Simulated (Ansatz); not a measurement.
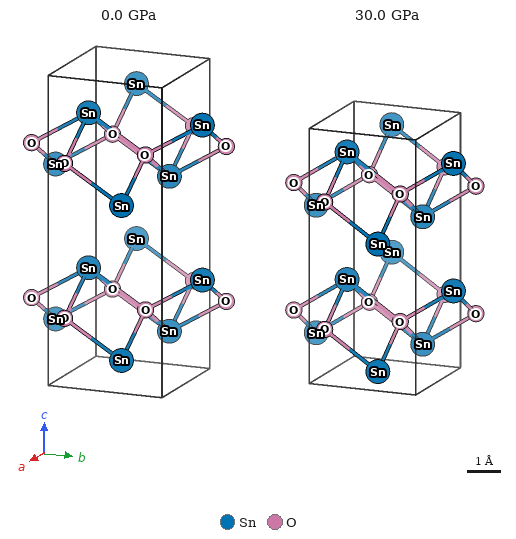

Crystalline SnO (set up in Cmce), relaxed (cell and atoms) at several target pressures. The picture shows the first and the last member. A ball-and-stick model of the cell of the calculation, seen slightly off an axis.

Computed with Ansatz 0.2.0: DFT r2SCAN, scalar-relativistic, plane waves, PAW. (plane-wave cutoff 500 eV; k-point mesh 10 × 10 × 4; occupations gaussian; smearing width 0.1 eV; no spin polarisation; cell and atoms relaxed; force threshold 0.008 eV/Å)

```json
{"pressure (GPa)": "0.0", "volume (Å³/atom)": "17.907", "a (Å)": "3.808", "c (Å)": "9.881"}
{"pressure (GPa)": "3.0", "volume (Å³/atom)": "16.461", "a (Å)": "3.773", "c (Å)": "9.252"}
{"pressure (GPa)": "8.0", "volume (Å³/atom)": "15.171", "a (Å)": "3.709", "c (Å)": "8.822"}
{"pressure (GPa)": "15.0", "volume (Å³/atom)": "?", "a (Å)": "?", "c (Å)": "?"}
{"pressure (GPa)": "30.0", "volume (Å³/atom)": "12.874", "a (Å)": "3.559", "c (Å)": "8.132"}
```

Estimate the missing row from the others, and compare with the calculation.

Answer. Murnaghan's form V = V₀(1 + B′P/B₀)^(−1/B′), with V₀ = 17.907 Å³ from the row at zero pressure, fits the other rows with B₀ = 27.3 GPa and B′ = 6.26 (largest miss 0.009 Å³). At 15.0 GPa it gives 17.907 × (1 + 6.26 × 15.0/27.3)^(−1/6.26) = 14.113 Å³ per atom. The calculation gives 14.128 Å³/atom (a = 3.644 Å, c = 8.513 Å). The estimate is 0.015 Å³/atom too low. From the first member to the last: O–Sn 2.223 → 2.124 Å.

The whole series:

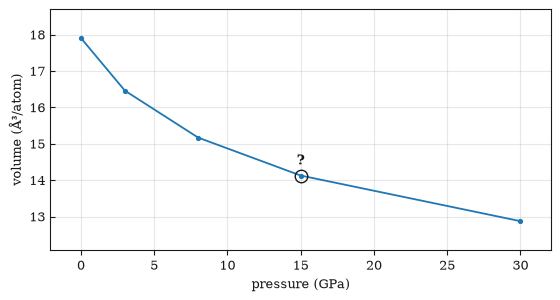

Limits of the set-up: layers or molecules are held without a dispersion correction, so their spacing is unreliable.
